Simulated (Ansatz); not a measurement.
Run report: Ti, single-point calculation

The run: single-point calculation of Ti (P6₃/mmc, 2 atoms in the cell). Method and program: DFT, PBE, PAW with Ansatz's default frozen-core files, scalar-relativistic, spin-polarised (Ansatz 0.2.0).

The structure derives from an entry of the Crystallography Open Database. It belongs to a series of runs on one base structure; here: field of 200 T on the spins, PAW files. Figures and captions count atoms from 1; the log counts them from 0 in places.

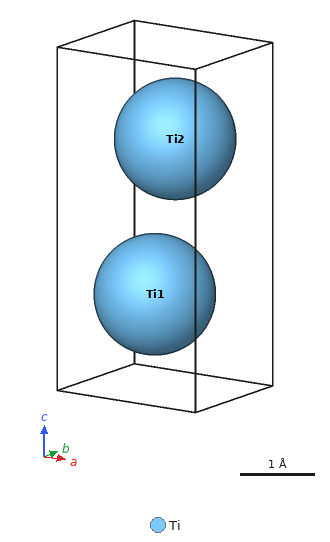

*The input geometry (spheres-only view of the cell of the calculation, seen slightly off an axis; atoms are numbered from 1 in the order of the input).*

Results in brief:

```csv
quantity,value
outcome,converged
space group (tolerance 0.01 Å),P6₃/mmc (194)
electrons treated,24
free energy,−4999.3396 eV
Fermi energy,13.148 eV
net moment of the cell,0.04 μB
integrated absolute moment,0.04 μB
pressure,−1.49 GPa
largest force (length of the vector),under 0.001 eV/Å
hardware,"1 thread of Arm Neoverse N1, 24 GiB of memory available, shared host"
wall time,17 s
peak memory,0.34 GiB
```

Input file:
```yaml
crystal:
  lattice:
    - [2.95, 0.0, 0.0]
    - [-1.475, 2.5547749412, 0.0]
    - [0.0, 0.0, 4.68]
  atoms:
    - { symbol: Ti, position: [0.3333333333, 0.6666666667, 0.25], spin: 0.05 }
    - { symbol: Ti, position: [0.6666666667, 0.3333333333, 0.75], spin: 0.05 }
magnetization:
  spin_polarized: true
  magnetic_field: 200
kpoints:
  mp_grid: { grid: [13, 13, 7] }
scf:
  occupations: { method: fermi_dirac, width: 0.05 }
  convergence: { dr2_threshold: 1.0e-10 }
  lower_state_search: "off"
hamiltonian:
  xc: pbe
  pseudopotentials: { kind: paw }
output:
  forces: true
  stress: true
  eigenvalues: true
  write_density: true
  write_potential: true
  elf: true
  volumetric_format: npy
```

Launched with:
```bash
ansatz run input.yaml --threads 1 --pin off --max-ram 3072MiB --backend cpu --events-out ev --progress --plain --runs-dir out
```

The program's output:
```
Engine: ansatz 0.2.0, aarch64-unknown-linux-gnu
Pseudopotentials: kind: paw
Pseudopotential: Ti, paw, valence charge 12, recommended cutoff 420 eV (normal), Ti.paw.azcp
Functional definition: PBE
  parameter kappa = 0.804
  parameter beta = 0.06672455060314922
  exchange = pbe_x(kappa = kappa, mu = beta*pi^2/3)
  correlation = pbe_c(beta = beta)
Crystal: 2 atoms, lattice volume = 35.271 Å³
Basis set: ecut = 420 eV, 687 PW (Γ), exchange–correlation on 40×40×64 points (8 copies of the dense FFT grid, shifted against one another)
Bands: 17, of which v1, the nominal top of the filled ones, is band 12 counted from 1 (11 counted from 0)
Symmetry: 24 space group operations
Space group: P63/mmc (ITA 194), of the structure as read, at distance tolerance 3.3e-5 Å
Magnetic group: BNS 194.263 (UNI 1493), of the structure as read, at distance tolerance 3.3e-5 Å
k-points: 84 of 1183
Non-local potential: Ti, projectors of the file, l = 0: 3, l = 1: 2, l = 2: 3, l = 3: 1
PAW form: soft (Blöchl's): semilocal exchange-correlation on the pseudo side does not see the compensation charge
PAW one-centre angular grid: Ti, 590 points (default); XC on 64 Gauss nodes
Initial density: superposition of atomic densities (chi_scale 0.1, normalization cell)
Starting moments: Σ|m| = 0.1 μB on 2 of 2 sites
Magnetic field: 200 T along the axis of the moments, on the spin alone (11.5768 meV per μB along it)
Initial wavefunctions: pseudopotential atomic-orbital guess
Functional: x = pbe(κ = 0.804, μ = 0.2195149727645171), c = pbe(β = 0.06672455060314922)
SCF iter   1: F=—  HF=-4999.724172 eV  |F-HF|=—  |Δ(HF+E_count)|=         —  Δρ=3.05e-2 (↑3.05e-2 ↓2.67e-2)  dr2=1.23e0  dr2_m=1.64e-3  M=0.046 μB ∫|m|=0.046 μB  β_m=0.30  ethr=3.10e-3  ⟨swp⟩=4.2  Hψ=11884  notcnv=0
preconditioner: auto → none  [metal: Δε(μ)=0.008 eV  Ē_g=3.479 eV  σ=0.050 eV  W_gap=0.04  n_scr=8 (ndim 8)  ℏωp=17.7 eV  f_vac=0.000  D(μ)=1.70/eV (n_scr^D=22)  sad-step TF]
SCF iter   2: F=—  HF=-4999.469336 eV  |F-HF|=—  |Δ(HF+E_count)|=   2.55e-1  Δρ=1.86e-2 (↑1.86e-2 ↓1.63e-2)  dr2=4.74e-1  dr2_m=8.15e-4  M=0.047 μB ∫|m|=0.047 μB  β_m=0.30  ethr=3.10e-3  ⟨swp⟩=2.0  Hψ=4940  notcnv=0
SCF iter   3: F=—  HF=-4999.339186 eV  |F-HF|=—  |Δ(HF+E_count)|=   1.30e-1  Δρ=5.65e-3 (↑4.82e-3 ↓5.65e-3)  dr2=1.83e-2  dr2_m=3.32e-4  M=0.051 μB ∫|m|=0.051 μB  β_m=0.30  ethr=1.98e-3  ⟨swp⟩=3.0  Hψ=5588  notcnv=0
SCF iter   4: F=—  HF=-4999.339544 eV  |F-HF|=—  |Δ(HF+E_count)|=   3.58e-4  Δρ=1.91e-3 (↑1.91e-3 ↓7.41e-4)  dr2=1.99e-3  dr2_m=2.00e-4  M=0.049 μB ∫|m|=0.049 μB  β_m=0.30  ethr=7.63e-5  ⟨swp⟩=2.0  Hψ=6204  notcnv=0
SCF iter   5: F=—  HF=-4999.339245 eV  |F-HF|=—  |Δ(HF+E_count)|=   2.99e-4  Δρ=7.41e-4 (↑5.75e-4 ↓7.41e-4)  dr2=5.14e-5  dr2_m=1.13e-4  M=0.047 μB ∫|m|=0.047 μB  β_m=0.30  ethr=8.28e-6  ⟨swp⟩=3.0  Hψ=5543  notcnv=0
SCF iter   6: F=—  HF=-4999.339594 eV  |F-HF|=—  |Δ(HF+E_count)|=   3.49e-4  Δρ=5.08e-4 (↑5.08e-4 ↓4.23e-4)  dr2=4.97e-6  dr2_m=6.85e-5  M=0.046 μB ∫|m|=0.046 μB  β_m=0.30  ethr=2.14e-7  ⟨swp⟩=2.0  Hψ=4888  notcnv=0
SCF iter   7: F=—  HF=-4999.339605 eV  |F-HF|=—  |Δ(HF+E_count)|=   1.08e-5  Δρ=3.65e-4 (↑3.51e-4 ↓3.65e-4)  dr2=9.17e-7  dr2_m=4.09e-5  M=0.045 μB ∫|m|=0.045 μB  β_m=0.30  ethr=2.07e-8  ⟨swp⟩=2.3  Hψ=4324  notcnv=0
Mixer restart at iter 7: flushing history
spin-set hold released at iteration 7 (site moments contracting): the magnetisation degrees of freedom join the quasi-Newton model from the next iteration; the mixer history was flushed
SCF iter   8: F=—  HF=-4999.339611 eV  |F-HF|=—  |Δ(HF+E_count)|=   6.36e-6  Δρ=2.84e-4 (↑2.71e-4 ↓2.84e-4)  dr2=4.43e-7  dr2_m=2.46e-5  M=0.044 μB ∫|m|=0.044 μB  β_m=0.65  ethr=3.82e-9  ⟨swp⟩=2.5  Hψ=4233  notcnv=0
SCF iter   9: F=—  HF=-4999.339621 eV  |F-HF|=—  |Δ(HF+E_count)|=   9.87e-6  Δρ=2.10e-5 (↑2.10e-5 ↓1.22e-5)  dr2=1.05e-7  dr2_m=7.26e-8  M=0.041 μB ∫|m|=0.041 μB  β_m=0.74  ethr=1.85e-9  ⟨swp⟩=2.0  Hψ=4998  notcnv=0
SCF iter  10: F=—  HF=-4999.339621 eV  |F-HF|=—  |Δ(HF+E_count)|=   1.08e-7  Δρ=1.13e-5 (↑7.18e-6 ↓1.13e-5)  dr2=6.76e-8  dr2_m=1.16e-8  M=0.041 μB ∫|m|=0.041 μB  β_m=0.67  ethr=4.38e-10  ⟨swp⟩=2.0  Hψ=4812  notcnv=0
SCF iter  11: F=—  HF=-4999.339621 eV  |F-HF|=—  |Δ(HF+E_count)|=   8.23e-9  Δρ=4.38e-6 (↑4.38e-6 ↓3.55e-6)  dr2=5.85e-9  dr2_m=3.69e-9  M=0.041 μB ∫|m|=0.041 μB  β_m=0.72  ethr=2.82e-10  ⟨swp⟩=2.0  Hψ=4710  notcnv=0
SCF iter  12: F=—  HF=-4999.339621 eV  |F-HF|=—  |Δ(HF+E_count)|=   7.09e-9  Δρ=1.37e-6 (↑1.37e-6 ↓1.17e-6)  dr2=4.63e-11  dr2_m=5.15e-10  M=0.041 μB ∫|m|=0.041 μB  β_m=0.86  ethr=1.00e-12  ⟨swp⟩=3.9  Hψ=12556  notcnv=0
iter 13 did not close the SCF: its close was put off for a magnetic moment that had not settled (scf_convergence_deferred on its scf_iter line)
SCF iter  13: F=-4999.339621 eV  HF=-4999.339621 eV  |F-HF|=2.09e-11  |Δ(HF+E_count)|=   1.35e-9  Δρ=2.89e-7 (↑1.43e-7 ↓2.89e-7)  dr2=7.25e-12  dr2_m=1.42e-11  M=0.041 μB ∫|m|=0.041 μB  β_m=0.88  ethr=1.00e-12  ⟨swp⟩=5.0  Hψ=10411  notcnv=0
SCF iter  14: F=-4999.339621 eV  HF=-4999.339621 eV  |F-HF|=9.09e-13  |Δ(HF+E_count)|=  3.91e-11  Δρ=6.41e-8 (↑6.41e-8 ↓3.13e-8)  dr2=4.83e-13  dr2_m=6.24e-13  M=0.041 μB ∫|m|=0.041 μB  ethr=1.00e-12  ⟨swp⟩=3.0  Hψ=10729  notcnv=0
SCF 1 converged in 14 iterations: F = -4999.339621 eV  dr2 = 4.83e-13
  greatest PAW one-centre occupation: 0.999 electrons in one spin orbital (limit 2), on the Ti atom at site 1 (counted from 0), in its partial waves of l = 0
```

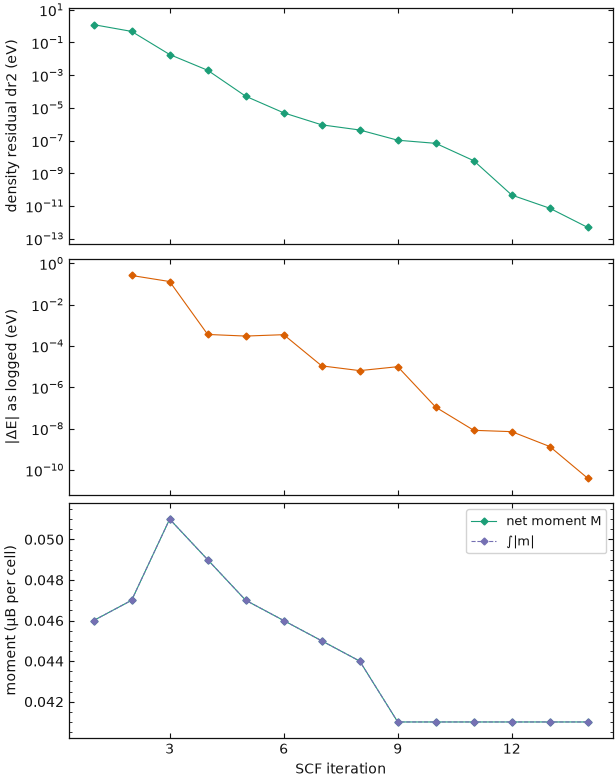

*Convergence of the self-consistent field: density residual dr2, size of the energy change and magnetic moment against the SCF iteration.*

The residual falls at every step. The net moment stays at 0.0 μB per cell, and ∫|m| falls to zero.

```
SCF converged after 14 iterations
Magnetization: 0.0405 μB (12.0203 up, 11.9797 down)
Absolute magnetization: 0.0405 μB (∫|ρ↑−ρ↓|)
Spin contamination: 0.0000 ħ² per cell (⟨S²⟩ above its minimum at these occupations)
Per-site moments (μB) at R_I (Å): [(0.0155038527732914, 1.1938603286741447), (0.015503852773291433, 1.1938603286741447)]
Free energy (F): -4999.339621 eV
Harris-Foulkes:  -4999.339621 eV  (|F-HF|=9.09e-13)
Internal energy: -4999.321492 eV  (E = F + TS)
E sigma→0 (E₀):  -4999.330556 eV
Entropy (-TS):   -0.018130 eV (-9.065 meV/atom)
Fermi energy:    13.147649 eV
--- Per-component energies (eV) ---
  E_band       = -320.994604
  E_kinetic    = 543.917584
  E_local      = -1642.282281  (includes V_loc(G=0)·N_el)
  E_nonlocal   = 16.011311
  E_hartree    = 673.182940
  E_xc         = -194.679971
  E_vxc        = -243.526742  (∫ρ·V_xc dr)
  E_paw        = -2094.991988  (= ΣΔE_a)
  E_vpaw       = -341.480137  (= ΣTr[D̂ρ^β])
  E_aug_tail   = 0.000247  (compensation charges beyond the density's cutoff)
  E_zeeman     = -0.000469  (= −μ_B·B·M)
  E_ewald      = -2300.478866
  E_smearing   = -0.018130  (= −TS)
  E_closure    = 0.000000  (closes the sum)
  Σ components = -4999.339621   (vs F -4999.339621, Δ=0.00e0)
--- Forces (eV/Å), atoms counted from 1 ---
  atom   1  Ti     0.00000000     0.00000000    -0.00000000
  atom   2  Ti     0.00000000    -0.00000000     0.00000000
  max |Σ_I F_I| component: 3.70e-17 eV/Å
--- Stress (GPa, compression-positive) ---
       -1.406339      -0.000000       0.000000
       -0.000000      -1.406339      -0.000000
        0.000000      -0.000000      -1.669527
  P = ⅓ Tr σ = -1.4941 GPa (-14.941 kbar)
--- Band table (eV; the first three rows and the last of 168) ---
  k-point 0 ↑: bands = ["-43.7163", "-43.5873", "-20.3045", "-19.6880", "-19.6880", "-19.6292", "-19.5920", "-19.5920", "6.9725", "10.4759", "13.8306", "13.8958", "13.8958", "13.9918", "14.3816", "14.3816", "14.7351"]
  k-point 1 ↑: bands = ["-43.7100", "-43.5937", "-20.2722", "-19.6832", "-19.6832", "-19.6639", "-19.5968", "-19.5968", "7.1417", "10.3787", "13.5639", "13.8224", "13.8224", "13.8991", "14.2924", "14.2924", "14.9157"]
  k-point 2 ↑: bands = ["-43.6922", "-43.6118", "-20.1814", "-19.7606", "-19.6700", "-19.6700", "-19.6102", "-19.6102", "7.6299", "9.9851", "13.1687", "13.6513", "13.7376", "13.7376", "14.0886", "14.0886", "15.2987"]
  k-point 83 ↓: bands = ["-43.5410", "-43.5383", "-20.0905", "-20.0843", "-19.9249", "-19.8790", "-19.6918", "-19.6821", "11.7071", "11.7482", "12.2094", "12.3429", "12.9027", "13.0120", "14.6706", "14.9963", "16.2366"]
```

File rho_z.tsv:
```
# z_ang	rho[e/angstrom^3]	rho_spin[e/angstrom^3]
# format = ansatz-planar-average/11
# lattice	2.950000000	0.000000000	0.000000000
# lattice	-1.475000000	2.554774941	0.000000000
# lattice	0.000000000	0.000000000	4.680000000
# sites	2
# site	22	0.000000000	1.703183294	1.170000000
# site	22	1.475000000	0.851591647	3.510000000
0.000000	1.887590e-1	7.480348e-4
0.146250	1.964158e-1	7.595974e-4
0.292500	2.260110e-1	7.979219e-4
0.438750	3.108954e-1	8.916549e-4
0.585000	5.026448e-1	1.053397e-3
0.731250	8.082649e-1	1.256880e-3
0.877500	1.148980e0	1.481613e-3
1.023750	1.406190e0	1.685263e-3
1.170000	1.499500e0	1.772891e-3
1.316250	1.406190e0	1.685263e-3
1.462500	1.148980e0	1.481613e-3
1.608750	8.082649e-1	1.256880e-3
1.755000	5.026448e-1	1.053397e-3
1.901250	3.108954e-1	8.916549e-4
2.047500	2.260110e-1	7.979219e-4
2.193750	1.964158e-1	7.595974e-4
2.340000	1.887590e-1	7.480348e-4
2.486250	1.964158e-1	7.595974e-4
2.632500	2.260110e-1	7.979219e-4
2.778750	3.108954e-1	8.916549e-4
2.925000	5.026448e-1	1.053397e-3
3.071250	8.082649e-1	1.256880e-3
3.217500	1.148980e0	1.481613e-3
3.363750	1.406190e0	1.685263e-3
3.510000	1.499500e0	1.772891e-3
3.656250	1.406190e0	1.685263e-3
3.802500	1.148980e0	1.481613e-3
3.948750	8.082649e-1	1.256880e-3
4.095000	5.026448e-1	1.053397e-3
4.241250	3.108954e-1	8.916549e-4
4.387500	2.260110e-1	7.979219e-4
4.533750	1.964158e-1	7.595974e-4
```

File v_z.tsv:
```
# z_ang	v_es[eV]	v_tot_up[eV]	v_tot_dn[eV]
# format = ansatz-planar-average/11
# xc	pbe
# density_cutoff_ev	1680
# datasets	Ti=:simpson_from_first_knot:soft
# lattice	2.950000000	0.000000000	0.000000000
# lattice	-1.475000000	2.554774941	0.000000000
# lattice	0.000000000	0.000000000	4.680000000
# sites	2
# site	22	0.000000000	1.703183294	1.170000000
# site	22	1.475000000	0.851591647	3.510000000
0.000000	1.273245e1	3.315151e0	3.334459e0
0.146250	1.235039e1	2.933028e0	2.950586e0
0.292500	1.099546e1	1.362978e0	1.378102e0
0.438750	8.739705e0	-1.458920e0	-1.445307e0
0.585000	6.152955e0	-4.837173e0	-4.825008e0
0.731250	3.781487e0	-8.013086e0	-8.001975e0
0.877500	1.987973e0	-1.044615e1	-1.043547e1
1.023750	9.061949e-1	-1.193709e1	-1.192628e1
1.170000	5.482467e-1	-1.242869e1	-1.241775e1
1.316250	9.061949e-1	-1.193709e1	-1.192628e1
1.462500	1.987973e0	-1.044615e1	-1.043547e1
1.608750	3.781487e0	-8.013086e0	-8.001975e0
1.755000	6.152955e0	-4.837173e0	-4.825008e0
1.901250	8.739705e0	-1.458920e0	-1.445307e0
2.047500	1.099546e1	1.362978e0	1.378102e0
2.193750	1.235039e1	2.933028e0	2.950586e0
2.340000	1.273245e1	3.315151e0	3.334459e0
2.486250	1.235039e1	2.933028e0	2.950586e0
2.632500	1.099546e1	1.362978e0	1.378102e0
2.778750	8.739705e0	-1.458920e0	-1.445307e0
2.925000	6.152955e0	-4.837173e0	-4.825008e0
3.071250	3.781487e0	-8.013086e0	-8.001975e0
3.217500	1.987973e0	-1.044615e1	-1.043547e1
3.363750	9.061949e-1	-1.193709e1	-1.192628e1
3.510000	5.482467e-1	-1.242869e1	-1.241775e1
3.656250	9.061949e-1	-1.193709e1	-1.192628e1
3.802500	1.987973e0	-1.044615e1	-1.043547e1
3.948750	3.781487e0	-8.013086e0	-8.001975e0
4.095000	6.152955e0	-4.837173e0	-4.825008e0
4.241250	8.739705e0	-1.458920e0	-1.445307e0
4.387500	1.099546e1	1.362978e0	1.378102e0
4.533750	1.235039e1	2.933028e0	2.950586e0
```

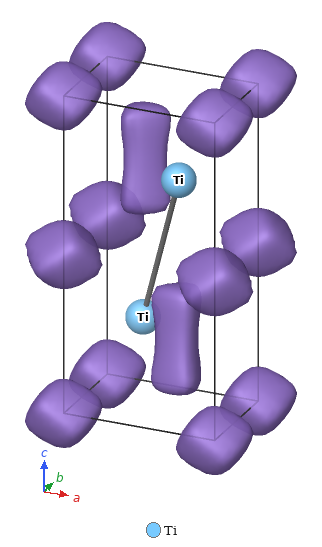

*Isosurface of the ELF at 0.6 (purple), seen slightly off an axis. Only the valence region is drawn (cores and ρ < 0.01 e/Å³ removed). Sticks mark near contacts. The outline is the cell set on symmetry axes.*

Profiles from the grid: Ti–Ti (2.89 Å): the ELF is about 0.20 at the midpoint (no shared electron pair). Ti–Ti (2.95 Å): the ELF is about 0.25 at the midpoint (no shared electron pair). Core electrons are frozen (PAW), so the fields are smoothed inside the atomic spheres.

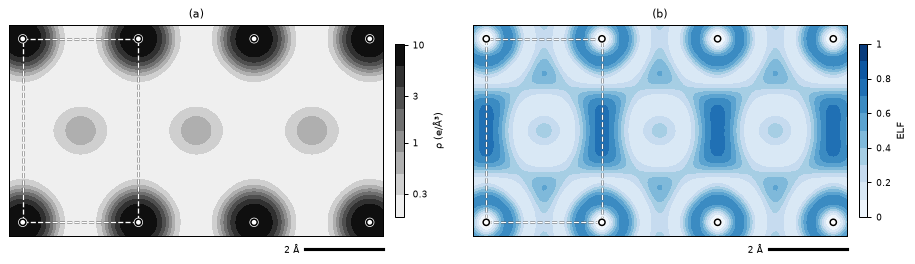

*(a) valence charge density (pseudo); (b) ELF on the (010) plane of the conventional cell. Circles mark the nuclei in the plane (Ti).*

The section cuts through Ti sites. Ti–Ti (2.95 Å): ρ at the midpoint is about 0.19 e/Å³; the ELF is about 0.25 at the midpoint (no localised pair between them). Away from the nuclei the density in this plane falls to 0.17 e/Å³ at its lowest. The strong features right at Ti lie inside the PAW spheres (semicore, d or f shells) and say nothing about bonding.
